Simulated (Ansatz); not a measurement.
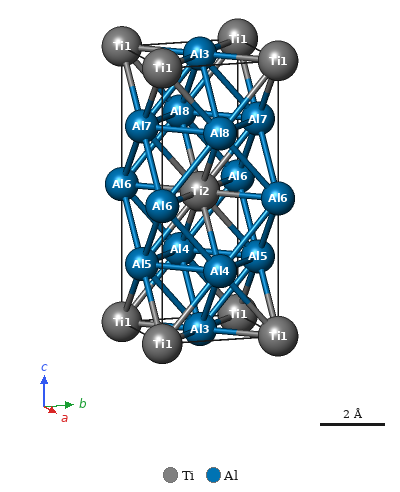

**Figure 1.** The structure (ball-and-stick view of the cell of the calculation, seen slightly off an axis; atoms are numbered from 1 in the order of the input).

**TiAl₃: one change and its effect**

System: TiAl₃ (I4/mmm, 8 atoms in the cell).
Method of run 1: DFT PBE, scalar-relativistic, plane waves, PAW, no spin polarisation (Ansatz 0.2.0).

The structure derives from a Materials Project entry. Text and figures count atoms from 1; the logs count them from 0 in places.

**Input, run 1**
```yaml
crystal:
  lattice:
    - [3.8453468586, 0.0, 0.0]
    - [0.0, 3.8453468586, 0.0]
    - [0.0, 0.0, 8.795265785]
  atoms:
    - { symbol: Ti, position: [0.0, 0.0, 0.0] }
    - { symbol: Ti, position: [0.5, 0.5, 0.5] }
    - { symbol: Al, position: [0.5, 0.5, 0.0] }
    - { symbol: Al, position: [0.0, 0.5, 0.25] }
    - { symbol: Al, position: [0.5, 0.0, 0.25] }
    - { symbol: Al, position: [0.0, 0.0, 0.5] }
    - { symbol: Al, position: [0.5, 0.0, 0.75] }
    - { symbol: Al, position: [0.0, 0.5, 0.75] }
basis:
  ecutwfc: 420
kpoints:
  mp_grid: { grid: [10, 10, 4] }
hamiltonian:
  xc: pbe
scf:
  occupations: { method: gaussian, width: 0.1 }
output:
  forces: true
  stress: true
  eigenvalues: true
```

Launched with:
```bash
ansatz run input.yaml --threads 1 --pin off --max-ram 2560MiB --backend cpu --events-out ev --progress --plain --runs-dir out
```

Hardware: 1 thread of Arm Neoverse V2, 240 GiB of memory available, shared host.

**Output, shortened to warnings, some set-up lines, iterations and results (run 1)**
```
Basis set: ecut = 420 eV, 2565 PW (Γ), exchange–correlation on 54×54×120 points (8 copies of the dense FFT grid, shifted against one another)
Symmetry: 32 space group operations
k-points: 63 of 400
Initial density: superposition of atomic densities (neutral atoms: chi_scale 0, normalization atom), corrected by the library's trained network
[...]
SCF iter   1: F=—  HF=-8227.501762 eV  |F-HF|=—  |Δ(HF+E_count)|=         —  Δρ=3.56e-3  dr2=2.61e-2  ethr=1.77e-3  ⟨swp⟩=6.6  Hψ=9000  notcnv=0
SCF iter   2: F=—  HF=-8227.498909 eV  |F-HF|=—  |Δ(HF+E_count)|=   2.85e-3  Δρ=1.69e-3  dr2=5.59e-3  ethr=6.22e-5  ⟨swp⟩=1.0  Hψ=2332  notcnv=0
SCF iter   3: F=—  HF=-8227.498371 eV  |F-HF|=—  |Δ(HF+E_count)|=   5.38e-4  Δρ=3.69e-4  dr2=1.52e-4  ethr=1.33e-5  ⟨swp⟩=2.0  Hψ=2103  notcnv=0
SCF iter   4: F=—  HF=-8227.498361 eV  |F-HF|=—  |Δ(HF+E_count)|=   9.73e-6  Δρ=1.02e-4  dr2=2.13e-5  ethr=3.62e-7  ⟨swp⟩=2.5  Hψ=2477  notcnv=0
SCF iter   5: F=—  HF=-8227.498444 eV  |F-HF|=—  |Δ(HF+E_count)|=   8.25e-5  Δρ=1.40e-5  dr2=2.78e-7  ethr=5.07e-8  ⟨swp⟩=2.1  Hψ=2213  notcnv=0
SCF iter   6: F=-8227.498444 eV  HF=-8227.498444 eV  |F-HF|=5.21e-9  |Δ(HF+E_count)|=   6.64e-9  Δρ=3.25e-6  dr2=1.00e-8  ethr=2.38e-10  ⟨swp⟩=8.3  Hψ=7347  notcnv=0
SCF 1 converged in 6 iterations: F = -8227.498444 eV  dr2 = 1.00e-8
SCF converged after 6 iterations
Free energy (F): -8227.498444 eV
Harris-Foulkes:  -8227.498444 eV  (|F-HF|=5.21e-9)
Internal energy: -8227.481586 eV  (E = F + TS)
E sigma→0 (E₀):  -8227.490015 eV
Entropy (-TS):   -0.016858 eV (-2.107 meV/atom)
Fermi energy:    9.263786 eV
--- Per-component energies (eV) ---
  E_band       = -318.648871
  E_kinetic    = 683.218272
  E_local      = -2416.912829  (includes V_loc(G=0)·N_el)
  E_nonlocal   = 80.060863
  E_hartree    = 1059.923699
  E_xc         = -434.529317
  E_vxc        = -419.220018  (∫ρ·V_xc dr)
  E_paw        = -4900.899396  (= ΣΔE_a)
  E_vpaw       = -365.646753  (= ΣTr[D̂ρ^β])
  E_aug_tail   = 0.000236  (compensation charges beyond the density's cutoff)
  E_ewald      = -2298.343113
  E_smearing   = -0.016858  (= −TS)
  E_closure    = -0.000000  (closes the sum)
  Σ components = -8227.498444   (vs F -8227.498444, Δ=0.00e0)
--- Forces (eV/Å), atoms counted from 1 ---
  atom   1  Ti     0.00000000     0.00000000     0.00000000
  atom   2  Ti     0.00000000    -0.00000000     0.00000000
  atom   3  Al     0.00000000     0.00000000     0.00000000
  atom   4  Al     0.00000000    -0.00000000    -0.00000000
  atom   5  Al     0.00000000    -0.00000000    -0.00000000
  atom   6  Al     0.00000000     0.00000000     0.00000000
  atom   7  Al     0.00000000    -0.00000000    -0.00000000
  atom   8  Al     0.00000000    -0.00000000    -0.00000000
  max |Σ_I F_I| component: 4.86e-17 eV/Å
--- Stress (GPa, compression-positive) ---
       -0.816975       0.000000       0.000000
        0.000000      -0.816975       0.000000
        0.000000       0.000000      -4.123695
  P = ⅓ Tr σ = -1.9192 GPa (-19.192 kbar)
```

The input of run 2 differs as follows (lines with − go, lines with + come):
```diff
+  convergence: { dr2_threshold: 1.0e-20 }
+  max_iter: 75
```

What does this change do to the results?

Both reach the same energy, so the change doesn't alter the result. The SCF takes 15 iterations against 6. On the same kind of shared host run 2 took about 1.6 times as long.

**Output, shortened to warnings, some set-up lines, iterations and results (run 2)**
```
Basis set: ecut = 420 eV, 2565 PW (Γ), exchange–correlation on 54×54×120 points (8 copies of the dense FFT grid, shifted against one another)
Symmetry: 32 space group operations
k-points: 63 of 400
Initial density: superposition of atomic densities (neutral atoms: chi_scale 0, normalization atom), corrected by the library's trained network
[...]
SCF iter   1: F=—  HF=-8227.501762 eV  |F-HF|=—  |Δ(HF+E_count)|=         —  Δρ=3.56e-3  dr2=2.61e-2  ethr=1.77e-3  ⟨swp⟩=6.6  Hψ=9000  notcnv=0
SCF iter   2: F=—  HF=-8227.498909 eV  |F-HF|=—  |Δ(HF+E_count)|=   2.85e-3  Δρ=1.69e-3  dr2=5.59e-3  ethr=6.22e-5  ⟨swp⟩=1.0  Hψ=2332  notcnv=0
SCF iter   3: F=—  HF=-8227.498371 eV  |F-HF|=—  |Δ(HF+E_count)|=   5.38e-4  Δρ=3.69e-4  dr2=1.52e-4  ethr=1.33e-5  ⟨swp⟩=2.0  Hψ=2103  notcnv=0
SCF iter   4: F=—  HF=-8227.498361 eV  |F-HF|=—  |Δ(HF+E_count)|=   9.73e-6  Δρ=1.02e-4  dr2=2.13e-5  ethr=3.62e-7  ⟨swp⟩=2.5  Hψ=2477  notcnv=0
SCF iter   5: F=—  HF=-8227.498446 eV  |F-HF|=—  |Δ(HF+E_count)|=   8.43e-5  Δρ=1.40e-5  dr2=2.78e-7  ethr=5.07e-8  ⟨swp⟩=2.1  Hψ=2212  notcnv=0
[... 6 lines ...]
SCF iter  12: F=—  HF=-8227.498444 eV  |F-HF|=—  |Δ(HF+E_count)|=    0.00e0  Δρ=9.22e-11  dr2=1.85e-17  ethr=1.01e-18 (applied; sched 1.00e-12)  ⟨swp⟩=2.1  Hψ=2320  notcnv=0  …
SCF iter  13: F=—  HF=-8227.498444 eV  |F-HF|=—  |Δ(HF+E_count)|=  1.82e-12  Δρ=1.69e-11  dr2=3.42e-19  ethr=9.19e-19 (applied; sched 1.00e-12)  ⟨swp⟩=1.0  Hψ=1709  notcnv=0  …
SCF iter  14: F=—  HF=-8227.498444 eV  |F-HF|=—  |Δ(HF+E_count)|=  3.64e-12  Δρ=4.04e-12  dr2=2.35e-20  ethr=9.19e-19 (applied; sched 1.00e-12)  ⟨swp⟩=1.0  Hψ=1709  notcnv=0  …
SCF iter  15: F=-8227.498444 eV  HF=-8227.498444 eV  |F-HF|=1.82e-12  |Δ(HF+E_count)|=  1.82e-12  Δρ=1.20e-12  dr2=2.90e-21  ethr=1.00e-12  ⟨swp⟩=5.4  Hψ=3658  notcnv=0
SCF 1 converged in 15 iterations: F = -8227.498444 eV  dr2 = 2.90e-21
SCF converged after 15 iterations
Free energy (F): -8227.498444 eV
Harris-Foulkes:  -8227.498444 eV  (|F-HF|=1.82e-12)
Internal energy: -8227.481585 eV  (E = F + TS)
E sigma→0 (E₀):  -8227.490015 eV
Entropy (-TS):   -0.016858 eV (-2.107 meV/atom)
Fermi energy:    9.263770 eV
--- Per-component energies (eV) ---
  E_band       = -318.649738
  E_kinetic    = 683.218787
  E_local      = -2416.916652  (includes V_loc(G=0)·N_el)
  E_nonlocal   = 80.061513
  E_hartree    = 1059.926769
  E_xc         = -434.529240
  E_vxc        = -419.219913  (∫ρ·V_xc dr)
  E_paw        = -4900.899886  (= ΣΔE_a)
  E_vpaw       = -365.647248  (= ΣTr[D̂ρ^β])
  E_aug_tail   = 0.000236  (compensation charges beyond the density's cutoff)
  E_ewald      = -2298.343113
  E_smearing   = -0.016858  (= −TS)
  E_closure    = -0.000000  (closes the sum)
  Σ components = -8227.498444   (vs F -8227.498444, Δ=0.00e0)
--- Forces (eV/Å), atoms counted from 1 ---
  atom   1  Ti     0.00000000    -0.00000000     0.00000000
  atom   2  Ti     0.00000000     0.00000000     0.00000000
  atom   3  Al     0.00000000     0.00000000     0.00000000
  atom   4  Al     0.00000000    -0.00000000     0.00000000
  atom   5  Al     0.00000000     0.00000000     0.00000000
  atom   6  Al     0.00000000     0.00000000     0.00000000
  atom   7  Al     0.00000000    -0.00000000     0.00000000
  atom   8  Al     0.00000000     0.00000000     0.00000000
  max |Σ_I F_I| component: 5.20e-18 eV/Å
--- Stress (GPa, compression-positive) ---
       -0.816945       0.000000       0.000000
        0.000000      -0.816945       0.000000
        0.000000       0.000000      -4.123778
  P = ⅓ Tr σ = -1.9192 GPa (-19.192 kbar)
```

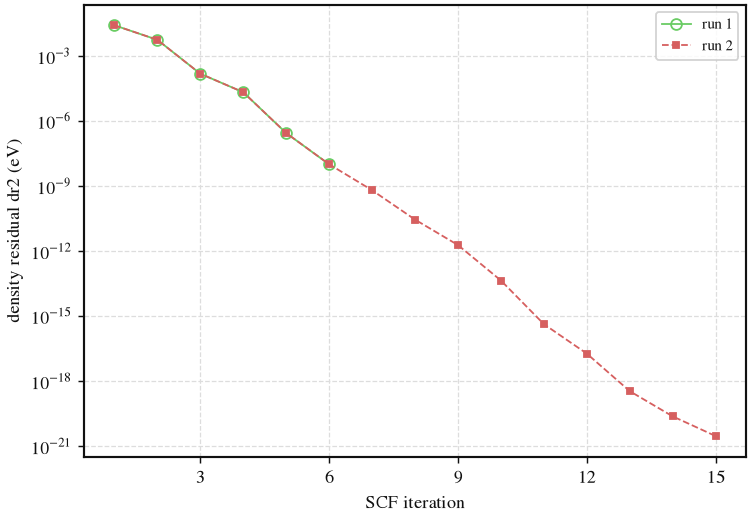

**Figure 2.** Convergence of the two runs: density residual dr2 against the SCF iteration. Run 1 takes 6 iterations in all, and run 2 takes 15.

**The two runs side by side**

| quantity | run 1 | run 2 |
| --- | --- | --- |
| outcome | converged | converged |
| free energy per atom (eV) | −1028.4373 | −1028.4373 |
| energy per atom, smearing taken to zero (eV) | −1028.4363 | −1028.4363 |
| gap on the mesh (eV) | 0.00 | 0.00 |
| pressure (GPa) | −1.92 | −1.92 |
| largest force (eV/Å) | 0.000 | 0.000 |
| SCF iterations | 6 | 15 |
| irreducible k-points | 63 | 63 |
| plane waves at Γ | 2565 | 2565 |
| wall time (shared host) | 12 s | 20 s |

For run 2: The input was spoiled on purpose: an extremely tight threshold (`scf.convergence.dr2_threshold`). The threshold was met all the same, at the cost of more iterations.
